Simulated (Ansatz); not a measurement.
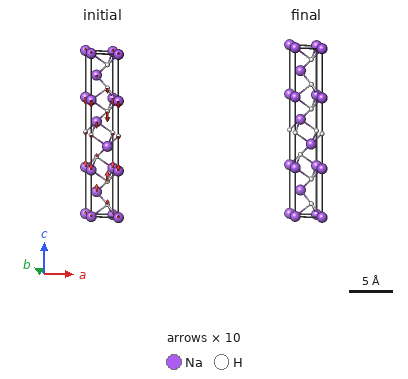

The structure of crystalline NaH (a generated structure, set up in P-3m1) before (left) and after (right) a relaxation, at one scale. The red arrows give the displacements (the part carried along by the change of the cell is left out), magnified 10 times.

Style: ball-and-stick. Shown: the cell of the calculation, slightly off an axis.

Case: stacking ABACBAB.

Computed with DFT PBE, scalar-relativistic, plane waves, PAW in Ansatz 0.2.0.

Input
```yaml
crystal:
  lattice:
    - [3.415172715, 0.0, 0.0]
    - [-1.7075863575, 2.9576263295, 0.0]
    - [0.0, 0.0, 19.5193825625]
  atoms:
    - { symbol: Na, position: [0.0, 0.0, 0.0] }
    - { symbol: H, position: [0.6666666667, 0.3333333333, 0.0714285714] }
    - { symbol: Na, position: [0.3333333333, 0.6666666667, 0.1428571429] }
    - { symbol: H, position: [0.6666666667, 0.3333333333, 0.2142857143] }
    - { symbol: Na, position: [0.0, 0.0, 0.2857142857] }
    - { symbol: H, position: [0.3333333333, 0.6666666667, 0.3571428571] }
    - { symbol: Na, position: [0.6666666667, 0.3333333333, 0.4285714286] }
    - { symbol: H, position: [0.0, 0.0, 0.5] }
    - { symbol: Na, position: [0.3333333333, 0.6666666667, 0.5714285714] }
    - { symbol: H, position: [0.6666666667, 0.3333333333, 0.6428571429] }
    - { symbol: Na, position: [0.0, 0.0, 0.7142857143] }
    - { symbol: H, position: [0.6666666667, 0.3333333333, 0.7857142857] }
    - { symbol: Na, position: [0.3333333333, 0.6666666667, 0.8571428571] }
    - { symbol: H, position: [0.6666666667, 0.3333333333, 0.9285714286] }
basis:
  ecutwfc: 420
kpoints:
  mp_grid: { grid: [9, 9, 2] }
hamiltonian:
  xc: pbe
scf:
  occupations: { method: gaussian, width: 0.02 }
output:
  forces: true
  stress: true
  eigenvalues: true
  populations: true
relax:
  adjacent_minimum: "off"
  f_tol: 0.01
  max_steps: 45
  cell: { stress_tol: 0.05 }
```

Run as
```bash
ansatz run input.yaml --threads 1 --pin off --max-ram 2560MiB --backend cpu --events-out ev --progress --plain --runs-dir out
```

> Summarise the run.

The energy falls by 91.1 meV per cell of the calculation in 3 accepted moves (4 points after the start). The largest force component goes from 0.15 to 0.0045 eV/Å. Pressure: 0.32 GPa at the start and 0.01 GPa at the end. The SCF was repeated once at an unchanged geometry on a basis and grid sized afresh for the cell, which shifted the energy by 1.2 meV per cell of the calculation at most. The largest moves relative to the cell, 0.13 Å, are those of H4 and H10. H10 goes along −c. By element the largest moves are H 0.13 Å, Na 0.10 Å. Cell: a = b 3.415 → 3.375 Å (−1.2 %), c 19.519 → 20.187 Å (+3.4 %). Volume +1.0 %. Among the contacts that change: H10–Na11 2.415 → 2.445 Å, H4–Na5 2.415 → 2.398 Å. Among the angles between lasting bonds that change: H12–Na13–H14 70.5° → 74.3°, H12–Na13–H12 90.0° → 87.3°, Na11–H12–Na13 90.0° → 92.6°. The space group stays P-3m1 (No. 164). The run took 51 s on 1 thread of Arm Neoverse V1, on a shared host, peak memory 0.49 GiB.
